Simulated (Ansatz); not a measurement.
**Geometry relaxation of Si47C48 (charge +2) (part 1 of 2)**

System: Si47C48 (defect cell, 95 atoms in the cell, total charge +2).
Method: DFT, PBEsol, PAW, plane waves (Ansatz 0.2.0).

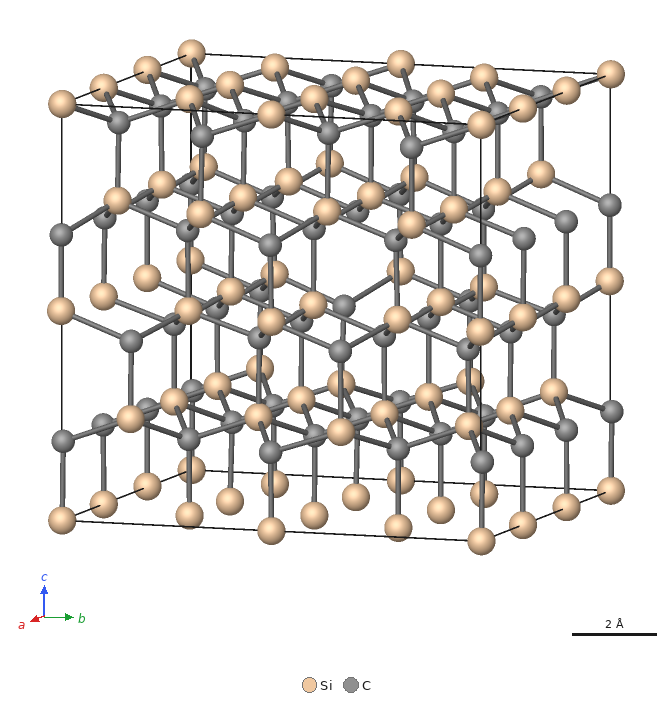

The starting structure (ball-and-stick view of the cell of the calculation, seen slightly off an axis).

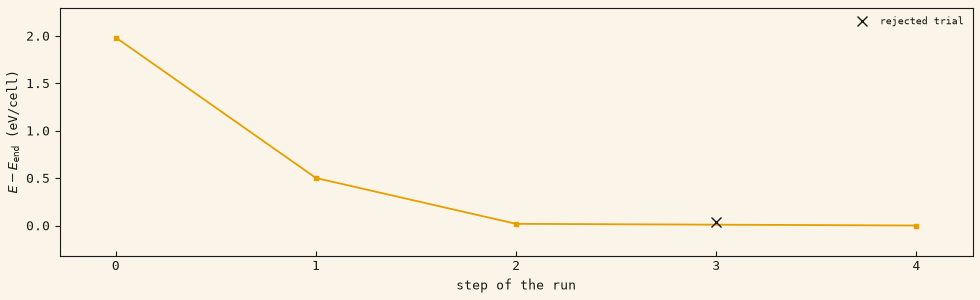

Progress of the relaxation, step by step (the first geometry is step 0 here and step 1 in the log).

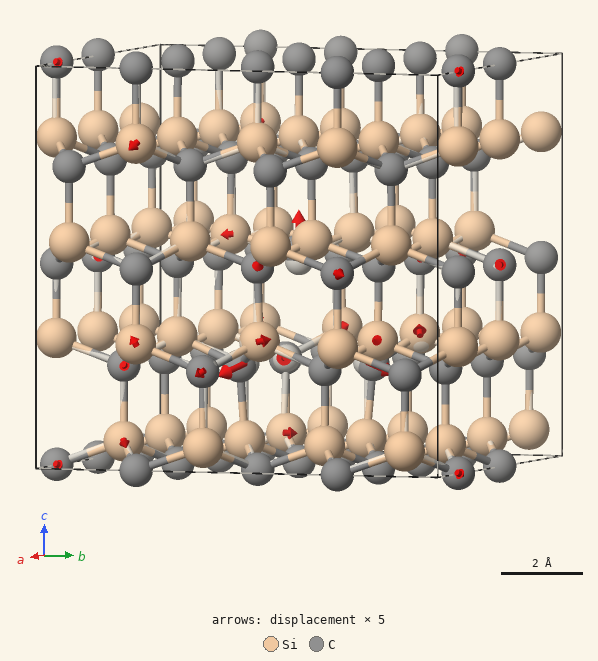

Start (faint) and end (solid) with the displacements as red arrows, magnified 5 times (ball-and-stick view of the cell of the calculation (origin shifted), seen at an oblique angle). After 4 geometry steps the energy has fallen by 1.982 eV per cell of the calculation. The largest force component goes from 1.9 to 0.014 eV/Å. The line search rejected the trial step at point 3 (counted from 0) and went back. The largest move is that of C66, 0.26 Å. Largest moves by element: C 0.26 Å, Si 0.08 Å. The cell doesn't change. Among the contacts that change: Si9–C80 1.836 → 1.941 Å, Si4–C80 1.855 → 1.941 Å, Si14–C51 1.947 → 1.879 Å, Si9–C77 1.920 → 1.854 Å. Among the angles that change: C66–Si27–C87 111.1° → 101.1°, C78–Si7–C79 111.7° → 102.2°, C66–Si28–C88 109.7° → 101.0°. (Atoms are counted from 1 in the order of the input.)

These pictures come from the run below.

Input:
```yaml
crystal:
  lattice:
    - [9.234204, 0.000000, 0.000000]
    - [0.000000, 10.662740, 0.000000]
    - [0.000000, 0.000000, 10.075947]
  atoms:
    - { symbol: Si, position: [0.000035, 0.998840, 0.503108] }
    - { symbol: Si, position: [0.333753, 0.998485, 0.501255] }
    - { symbol: Si, position: [0.166160, 0.250845, 0.502467] }
    - { symbol: Si, position: [0.998891, 0.500058, 0.501901] }
    - { symbol: Si, position: [0.665591, 0.997213, 0.497184] }
    - { symbol: Si, position: [0.500526, 0.249434, 0.501728] }
    - { symbol: Si, position: [0.170670, 0.751227, 0.496816] }
    - { symbol: Si, position: [0.831632, 0.250929, 0.495521] }
    - { symbol: Si, position: [0.670712, 0.498741, 0.502336] }
    - { symbol: Si, position: [0.496837, 0.749232, 0.501127] }
    - { symbol: Si, position: [0.833270, 0.750072, 0.499647] }
    - { symbol: Si, position: [0.002492, 0.165322, 0.252096] }
    - { symbol: Si, position: [0.329905, 0.165302, 0.249985] }
    - { symbol: Si, position: [0.171308, 0.411334, 0.247937] }
    - { symbol: Si, position: [0.002021, 0.666845, 0.246102] }
    - { symbol: Si, position: [0.663979, 0.164860, 0.252911] }
    - { symbol: Si, position: [0.497886, 0.416968, 0.249689] }
    - { symbol: Si, position: [0.332215, 0.669921, 0.249648] }
    - { symbol: Si, position: [0.166610, 0.916953, 0.253265] }
    - { symbol: Si, position: [0.831734, 0.417711, 0.248711] }
    - { symbol: Si, position: [0.667310, 0.667676, 0.248721] }
    - { symbol: Si, position: [0.499695, 0.915799, 0.249073] }
    - { symbol: Si, position: [0.835040, 0.920848, 0.252652] }
    - { symbol: Si, position: [0.166195, 0.081706, 0.751878] }
    - { symbol: Si, position: [0.999565, 0.330954, 0.752073] }
    - { symbol: Si, position: [0.498829, 0.084799, 0.750019] }
    - { symbol: Si, position: [0.330641, 0.335330, 0.749659] }
    - { symbol: Si, position: [0.167965, 0.584820, 0.751316] }
    - { symbol: Si, position: [0.000072, 0.835198, 0.751843] }
    - { symbol: Si, position: [0.831333, 0.081462, 0.751568] }
    - { symbol: Si, position: [0.668409, 0.330575, 0.751374] }
    - { symbol: Si, position: [0.500984, 0.583666, 0.748349] }
    - { symbol: Si, position: [0.334510, 0.834401, 0.750440] }
    - { symbol: Si, position: [0.831677, 0.581607, 0.750314] }
    - { symbol: Si, position: [0.664434, 0.832574, 0.747707] }
    - { symbol: Si, position: [0.003236, 0.002550, 0.000565] }
    - { symbol: Si, position: [0.333560, 0.999003, 0.001056] }
    - { symbol: Si, position: [0.166187, 0.251317, 0.998772] }
    - { symbol: Si, position: [0.001602, 0.501041, 0.999987] }
    - { symbol: Si, position: [0.669133, 0.998389, 0.998686] }
    - { symbol: Si, position: [0.499356, 0.247145, 0.997333] }
    - { symbol: Si, position: [0.334346, 0.496515, 0.000077] }
    - { symbol: Si, position: [0.169581, 0.751699, 0.000100] }
    - { symbol: Si, position: [0.828758, 0.252483, 0.003682] }
    - { symbol: Si, position: [0.670531, 0.501162, 0.996979] }
    - { symbol: Si, position: [0.500632, 0.750662, 0.001665] }
    - { symbol: Si, position: [0.828878, 0.750466, 0.998896] }
    - { symbol: C, position: [0.000329, 0.003926, 0.190203] }
    - { symbol: C, position: [0.332314, 0.998194, 0.185609] }
    - { symbol: C, position: [0.171230, 0.248595, 0.187631] }
    - { symbol: C, position: [0.997492, 0.497730, 0.188048] }
    - { symbol: C, position: [0.671642, 0.998030, 0.189468] }
    - { symbol: C, position: [0.499056, 0.252258, 0.187486] }
    - { symbol: C, position: [0.332059, 0.499973, 0.187429] }
    - { symbol: C, position: [0.164907, 0.750556, 0.187160] }
    - { symbol: C, position: [0.833772, 0.252423, 0.187121] }
    - { symbol: C, position: [0.668083, 0.501641, 0.188335] }
    - { symbol: C, position: [0.498322, 0.750069, 0.184767] }
    - { symbol: C, position: [0.834275, 0.751733, 0.189322] }
    - { symbol: C, position: [0.999506, 0.999127, 0.685661] }
    - { symbol: C, position: [0.340303, 0.000171, 0.687261] }
    - { symbol: C, position: [0.169714, 0.246114, 0.688258] }
    - { symbol: C, position: [0.999508, 0.497447, 0.685654] }
    - { symbol: C, position: [0.670178, 0.001242, 0.686694] }
    - { symbol: C, position: [0.498636, 0.252186, 0.689020] }
    - { symbol: C, position: [0.332719, 0.499979, 0.685804] }
    - { symbol: C, position: [0.170920, 0.750397, 0.685238] }
    - { symbol: C, position: [0.835896, 0.249975, 0.688703] }
    - { symbol: C, position: [0.662732, 0.498017, 0.684838] }
    - { symbol: C, position: [0.496511, 0.749488, 0.688275] }
    - { symbol: C, position: [0.830627, 0.745071, 0.689141] }
    - { symbol: C, position: [0.001884, 0.166630, 0.438547] }
    - { symbol: C, position: [0.333878, 0.165328, 0.436834] }
    - { symbol: C, position: [0.165024, 0.415938, 0.433703] }
    - { symbol: C, position: [0.001131, 0.665284, 0.439378] }
    - { symbol: C, position: [0.671152, 0.166892, 0.439627] }
    - { symbol: C, position: [0.498575, 0.417598, 0.438784] }
    - { symbol: C, position: [0.333248, 0.669879, 0.438604] }
    - { symbol: C, position: [0.165702, 0.917179, 0.439072] }
    - { symbol: C, position: [0.833881, 0.420402, 0.439362] }
    - { symbol: C, position: [0.665704, 0.666604, 0.436166] }
    - { symbol: C, position: [0.497489, 0.916239, 0.438023] }
    - { symbol: C, position: [0.833378, 0.918429, 0.437057] }
    - { symbol: C, position: [0.165703, 0.084840, 0.939240] }
    - { symbol: C, position: [0.999153, 0.335273, 0.939289] }
    - { symbol: C, position: [0.497626, 0.081712, 0.938273] }
    - { symbol: C, position: [0.332247, 0.332319, 0.938506] }
    - { symbol: C, position: [0.168577, 0.581233, 0.935004] }
    - { symbol: C, position: [0.002854, 0.835714, 0.938067] }
    - { symbol: C, position: [0.833083, 0.084950, 0.939267] }
    - { symbol: C, position: [0.667813, 0.333805, 0.936111] }
    - { symbol: C, position: [0.498892, 0.584148, 0.940440] }
    - { symbol: C, position: [0.332420, 0.834375, 0.938461] }
    - { symbol: C, position: [0.832814, 0.585266, 0.938987] }
    - { symbol: C, position: [0.668304, 0.833556, 0.935252] }
kpoints:
  mp_grid: { grid: [1, 1, 1] }
hamiltonian:
  xc: pbesol
total_charge: 2
scf:
  occupations: { method: fermi_dirac, width: 0.01 }
relax:
  f_tol: 0.03
  max_steps: 80
  escape_saddle: false
  adjacent_minimum: "off"
output:
  forces: true
  eigenvalues: true
  populations: true
  charged_corrections: { epsilon: 9.7 }
```

Log:
```
Pseudopotentials: kind: paw
Functional definition: PBEsol
  exchange = pbesol_x
  correlation = pbesol_c
Crystal: 95 atoms, lattice volume = 992.097 Å³
Basis set: ecut = 420 eV, 19405 PW (Γ), exchange–correlation on 128×144×144 points (8 copies of the dense FFT grid, shifted against one another)
Bands: 284, of which v1, the nominal top of the filled ones, is band 189 counted from 1 (188 counted from 0)
Symmetry: 1 space group operations
Space group: P1 (ITA 1), of the structure as read, at distance tolerance 1.0e-4 Å
k-points: 1
Non-local potential: Si, projectors of the file, l = 0: 2, l = 1: 2, l = 2: 2
Non-local potential: C, projectors of the file, l = 0: 2, l = 1: 2, l = 2: 1
PAW form: soft (Blöchl's): semilocal exchange-correlation on the pseudo side does not see the compensation charge
PAW frozen core: Si, regenerated for the run's functional, and the local potential with it (the file was generated under x = pbe(κ = 0.804, μ = 0.2195149727645171), c = pbe(β = 0.06672455060314922))
PAW frozen core: C, regenerated for the run's functional, and the local potential with it (the file was generated under x = pbe(κ = 0.804, μ = 0.2195149727645171), c = pbe(β = 0.06672455060314922))
PAW one-centre angular grid: Si, 110 points (default); XC on 64 Gauss nodes
PAW one-centre angular grid: C, 110 points (default); XC on 64 Gauss nodes
Initial density: superposition of atomic densities (neutral atoms scaled as one to the charged cell's electrons: chi_scale 0, normalization atom), corrected by the library's trained network
Initial wavefunctions: pseudopotential atomic-orbital guess
Functional: x = pbesol(κ = 0.804, μ = 0.12345679012345678), c = pbesol(β = 0.046)
SCF iter   1: F=—  HF=-41083.925455 eV  |F-HF|=—  |Δ(HF+E_count)|=         —  Δρ=1.74e-2  dr2=1.22e1  ethr=1.77e-3  ⟨swp⟩=6.0  Hψ=1310  notcnv=0  defer=37
preconditioner: auto → Resta (q_TF=auto, 2.323 Å⁻¹)  ε∞=4.9  [insulator: Δε(μ)=1.080 eV  Ē_g=11.600 eV  σ=0.010 eV  W_gap=1.00  n_scr=218 (ndim 8)  ℏωp=22.9 eV  f_vac=0.000  D(μ)=0.00/eV (n_scr^D=0)  ε∞_Penn≈4.9]
SCF iter   2: F=—  HF=-41082.172209 eV  |F-HF|=—  |Δ(HF+E_count)|=    1.75e0  Δρ=5.77e-3  dr2=1.41e0  ethr=1.77e-3  ⟨swp⟩=3.0  Hψ=349  notcnv=0  defer=79
SCF iter   3: F=—  HF=-41081.971651 eV  |F-HF|=—  |Δ(HF+E_count)|=   2.01e-1  Δρ=4.83e-3  dr2=4.05e-1  ethr=3.72e-4  ⟨swp⟩=2.0  Hψ=260  notcnv=0  defer=90
SCF iter   4: F=—  HF=-41081.965019 eV  |F-HF|=—  |Δ(HF+E_count)|=   6.63e-3  Δρ=3.41e-3  dr2=3.99e-1  ethr=1.07e-4  ⟨swp⟩=3.0  Hψ=297  notcnv=0  defer=90
SCF iter   5: F=—  HF=-41081.944722 eV  |F-HF|=—  |Δ(HF+E_count)|=   2.03e-2  Δρ=2.52e-3  dr2=2.23e-1  ethr=1.06e-4  ⟨swp⟩=1.0  Hψ=194  notcnv=0  defer=90
SCF iter   6: F=—  HF=-41081.924976 eV  |F-HF|=—  |Δ(HF+E_count)|=   1.97e-2  Δρ=1.02e-3  dr2=3.53e-2  ethr=5.89e-5  ⟨swp⟩=1.0  Hψ=194  notcnv=0  defer=90
SCF iter   7: F=—  HF=-41081.920861 eV  |F-HF|=—  |Δ(HF+E_count)|=   4.11e-3  Δρ=1.17e-4  dr2=4.14e-4  ethr=9.33e-6  ⟨swp⟩=2.0  Hψ=199  notcnv=0  defer=90
SCF iter   8: F=—  HF=-41081.929327 eV  |F-HF|=—  |Δ(HF+E_count)|=   8.47e-3  Δρ=2.19e-5  dr2=1.54e-5  ethr=1.10e-7  ⟨swp⟩=3.0  Hψ=389  notcnv=0  defer=90
SCF iter   9: F=-41081.929323 eV  HF=-41081.929325 eV  |F-HF|=1.89e-6  |Δ(HF+E_count)|=   2.02e-6  Δρ=8.68e-6  dr2=2.11e-6  ethr=4.07e-9  ⟨swp⟩=17.0  Hψ=1610  notcnv=0
SCF 1 converged in 9 iterations: F = -41081.929323 eV  dr2 = 2.11e-6
  greatest PAW one-centre occupation: 0.665 electrons in one spin orbital (limit 2), on the C atom at site 73 (counted from 0), in its partial waves of l = 0
relax step   1: F+E_penalty+E_count = -41081.92932261 eV  Δ(F+E_penalty+E_count) = +0.000e0 eV  max|allowed force component| = 1.900e0 eV/Å  Δτ_max = 0.0000 Å  (9 SCF iters, dr2 threshold 2.25e-5 eV, accepted)
Initial density: handed on by an earlier stage of this run
Initial wavefunctions: those handed on with the density
iter 1 solved again at ethr=3.18e-4 eV; its pass at ethr=3.10e-3 eV (dr2=1.20e0 eV) is discarded
SCF iter   1: F=—  HF=-41083.644577 eV  |F-HF|=—  |Δ(HF+E_count)|=         —  Δρ=9.63e-3  dr2=1.15e0  ethr=3.18e-4  ⟨swp⟩=2.0  Hψ=827  notcnv=0  defer=84
preconditioner: auto → Resta (q_TF=auto, 2.323 Å⁻¹)  ε∞=4.9  [insulator: Δε(μ)=0.451 eV  Ē_g=11.669 eV  σ=0.010 eV  W_gap=1.00  n_scr=218 (ndim 8)  ℏωp=22.9 eV  f_vac=0.000  D(μ)=0.00/eV (n_scr^D=0)  ε∞_Penn≈4.9]
SCF iter   2: F=—  HF=-41083.440967 eV  |F-HF|=—  |Δ(HF+E_count)|=   2.04e-1  Δρ=3.96e-3  dr2=1.32e-1  ethr=3.05e-4  ⟨swp⟩=3.0  Hψ=344  notcnv=0  defer=84
SCF iter   3: F=—  HF=-41083.407108 eV  |F-HF|=—  |Δ(HF+E_count)|=   3.39e-2  Δρ=9.89e-4  dr2=8.05e-3  ethr=3.48e-5  ⟨swp⟩=2.0  Hψ=295  notcnv=0  defer=90
SCF iter   4: F=—  HF=-41083.410540 eV  |F-HF|=—  |Δ(HF+E_count)|=   3.43e-3  Δρ=1.62e-4  dr2=2.62e-4  ethr=2.13e-6  ⟨swp⟩=3.0  Hψ=411  notcnv=0  defer=90
iter 5 did not close the SCF: its close was put off for the readings that it lacked (scf_convergence_deferred on its scf_iter line)
SCF iter   5: F=-41083.410510 eV  HF=-41083.410522 eV  |F-HF|=1.26e-5  |Δ(HF+E_count)|=   1.82e-5  Δρ=3.20e-5  dr2=1.96e-5  ethr=6.92e-8  ⟨swp⟩=2.0  Hψ=365  notcnv=0  defer=90
SCF iter   6: F=-41083.410519 eV  HF=-41083.410519 eV  |F-HF|=2.55e-7  |Δ(HF+E_count)|=   3.04e-6  Δρ=7.75e-6  dr2=8.89e-7  ethr=5.20e-9  ⟨swp⟩=13.0  Hψ=1538  notcnv=0
SCF 2 converged in 6 iterations: F = -41083.410519 eV  dr2 = 8.89e-7
relax step   2: F+E_penalty+E_count = -41083.41051893 eV  Δ(F+E_penalty+E_count) = -1.481e0 eV  max|allowed force component| = 1.157e0 eV/Å  Δτ_max = 0.1156 Å  (6 SCF iters, dr2 threshold 1.00e-4 eV, accepted)
preconditioner: auto → Resta (q_TF=auto, 2.323 Å⁻¹)  ε∞=4.9  [insulator: Δε(μ)=0.352 eV  Ē_g=11.670 eV  σ=0.010 eV  W_gap=1.00  n_scr=218 (ndim 8)  ℏωp=22.9 eV  f_vac=0.000  D(μ)=0.00/eV (n_scr^D=0)  ε∞_Penn≈4.9]
SCF iter   6: F=-41083.894062 eV  HF=-41083.894065 eV  |F-HF|=3.30e-6  |Δ(HF+E_count)|=   2.02e-6  Δρ=1.63e-5  dr2=4.78e-6  ethr=1.04e-8  ⟨swp⟩=13.0  Hψ=1731  notcnv=0
SCF 3 converged in 6 iterations: F = -41083.894062 eV  dr2 = 4.78e-6
  greatest PAW one-centre occupation: 0.669 electrons in one spin orbital (limit 2), on the C atom at site 76 (counted from 0), in its partial waves of l = 0
relax step   3: F+E_penalty+E_count = -41083.89406214 eV  Δ(F+E_penalty+E_count) = -4.835e-1 eV  max|allowed force component| = 2.121e-1 eV/Å  Δτ_max = 0.1556 Å  (6 SCF iters, dr2 threshold 8.37e-5 eV, accepted)
SCF iter   1: F=—  HF=-41083.897490 eV  |F-HF|=—  |Δ(HF+E_count)|=         —  Δρ=3.37e-3  dr2=1.50e-1  ethr=3.69e-4  ⟨swp⟩=3.0  Hψ=658  notcnv=0  defer=84
preconditioner: auto → Resta (q_TF=auto, 2.323 Å⁻¹)  ε∞=4.9  [insulator: Δε(μ)=0.397 eV  Ē_g=11.660 eV  σ=0.010 eV  W_gap=1.00  n_scr=218 (ndim 8)  ℏωp=22.9 eV  f_vac=0.000  D(μ)=0.00/eV (n_scr^D=0)  ε∞_Penn≈4.9]
SCF iter   2: F=—  HF=-41083.875271 eV  |F-HF|=—  |Δ(HF+E_count)|=   2.22e-2  Δρ=1.44e-3  dr2=1.97e-2  ethr=3.98e-5  ⟨swp⟩=2.0  Hψ=330  notcnv=0  defer=84
SCF iter   3: F=—  HF=-41083.869079 eV  |F-HF|=—  |Δ(HF+E_count)|=   6.19e-3  Δρ=3.19e-4  dr2=8.70e-4  ethr=5.22e-6  ⟨swp⟩=3.0  Hψ=391  notcnv=0  defer=84
SCF iter   4: F=—  HF=-41083.872395 eV  |F-HF|=—  |Δ(HF+E_count)|=   3.32e-3  Δρ=4.84e-5  dr2=3.52e-5  ethr=2.30e-7  ⟨swp⟩=3.0  Hψ=477  notcnv=0  defer=84
iter 5 did not close the SCF: its close was put off for the readings that it lacked (scf_convergence_deferred on its scf_iter line)
SCF iter   5: F=-41083.872391 eV  HF=-41083.872392 eV  |F-HF|=5.85e-7  |Δ(HF+E_count)|=   3.01e-6  Δρ=1.02e-5  dr2=1.53e-6  ethr=9.30e-9  ⟨swp⟩=2.0  Hψ=288  notcnv=0  defer=84
SCF iter   6: F=-41083.872392 eV  HF=-41083.872392 eV  |F-HF|=3.71e-8  |Δ(HF+E_count)|=   1.16e-8  Δρ=2.69e-6  dr2=8.43e-8  ethr=4.04e-10  ⟨swp⟩=11.0  Hψ=1557  notcnv=0
SCF 4 converged in 6 iterations: F = -41083.872392 eV  dr2 = 8.43e-8
  greatest PAW one-centre occupation: 0.670 electrons in one spin orbital (limit 2), on the C atom at site 73 (counted from 0), in its partial waves of l = 0
relax step   4: F+E_penalty+E_count = -41083.87239192 eV  Δ(F+E_penalty+E_count) = +2.167e-2 eV  max|allowed force component| = 3.194e-1 eV/Å  Δτ_max = 0.0332 Å  (6 SCF iters, dr2 threshold 2.81e-6 eV, rejected (line search))
SCF iter   1: F=—  HF=-41083.919301 eV  |F-HF|=—  |Δ(HF+E_count)|=         —  Δρ=1.99e-3  dr2=5.37e-2  ethr=1.41e-4  ⟨swp⟩=3.0  Hψ=608  notcnv=0  defer=84
preconditioner: auto → Resta (q_TF=auto, 2.323 Å⁻¹)  ε∞=4.9  [insulator: Δε(μ)=0.368 eV  Ē_g=11.656 eV  σ=0.010 eV  W_gap=1.00  n_scr=218 (ndim 8)  ℏωp=22.9 eV  f_vac=0.000  D(μ)=0.00/eV (n_scr^D=0)  ε∞_Penn≈4.9]
SCF iter   2: F=—  HF=-41083.911718 eV  |F-HF|=—  |Δ(HF+E_count)|=   7.58e-3  Δρ=8.84e-4  dr2=8.30e-3  ethr=1.42e-5  ⟨swp⟩=2.0  Hψ=330  notcnv=0  defer=84
SCF iter   3: F=—  HF=-41083.908370 eV  |F-HF|=—  |Δ(HF+E_count)|=   3.35e-3  Δρ=1.79e-4  dr2=3.02e-4  ethr=2.20e-6  ⟨swp⟩=2.0  Hψ=276  notcnv=0  defer=84
SCF iter   4: F=—  HF=-41083.909923 eV  |F-HF|=—  |Δ(HF+E_count)|=   1.55e-3  Δρ=2.75e-5  dr2=1.12e-5  ethr=8.00e-8  ⟨swp⟩=2.0  Hψ=370  notcnv=0  defer=84
SCF iter   5: F=—  HF=-41083.911630 eV  |F-HF|=—  |Δ(HF+E_count)|=   1.71e-3  Δρ=7.10e-6  dr2=6.37e-7  ethr=2.96e-9  ⟨swp⟩=2.0  Hψ=389  notcnv=0  defer=84
SCF iter   6: F=-41083.911630 eV  HF=-41083.911630 eV  |F-HF|=9.50e-9  |Δ(HF+E_count)|=   1.99e-8  Δρ=1.59e-6  dr2=2.55e-8  ethr=2.65e-11  ⟨swp⟩=12.0  Hψ=1561  notcnv=0
SCF 5 converged in 6 iterations: F = -41083.911630 eV  dr2 = 2.55e-8
  greatest PAW one-centre occupation: 0.669 electrons in one spin orbital (limit 2), on the C atom at site 73 (counted from 0), in its partial waves of l = 0
relax step   5: F+E_penalty+E_count = -41083.91163028 eV  Δ(F+E_penalty+E_count) = -1.757e-2 eV  max|allowed force component| = 1.354e-2 eV/Å  Δτ_max = 0.0154 Å  (6 SCF iters, accepted)
SCF converged after 6 iterations
Free energy (F): -41083.911630 eV
Harris-Foulkes:  -41083.911630 eV  (|F-HF|=9.50e-9)
Internal energy: -41083.911630 eV  (E = F + TS)
E sigma→0 (E₀):  -41083.911630 eV
Fermi energy:    9.398532 eV
--- Per-component energies (eV) ---
  E_band       = 1244.639602
  E_kinetic    = 6407.295656
  E_local      = -5249.901277  (includes V_loc(G=0)·N_el)
  E_nonlocal   = 2465.005385
  E_hartree    = 1608.400730
  E_xc         = -4936.590105
  E_vxc        = -5152.586664  (∫ρ·V_xc dr)
  E_paw        = -28027.627053  (= ΣΔE_a)
  E_vpaw       = -441.978307  (= ΣTr[D̂ρ^β])
  E_aug_tail   = 0.000620  (compensation charges beyond the density's cutoff)
  E_ewald      = -13352.991760
  E_core_change = 2.496175  (= ΣΔE_core)
  E_smearing   = -0.000000  (= −TS)
  E_closure    = 0.000000  (closes the sum)
  E_deformation_potential = 35.678753  (in the stress; not in F)
  Σ components = -41083.911630   (vs F -41083.911630, Δ=0.00e0)
```
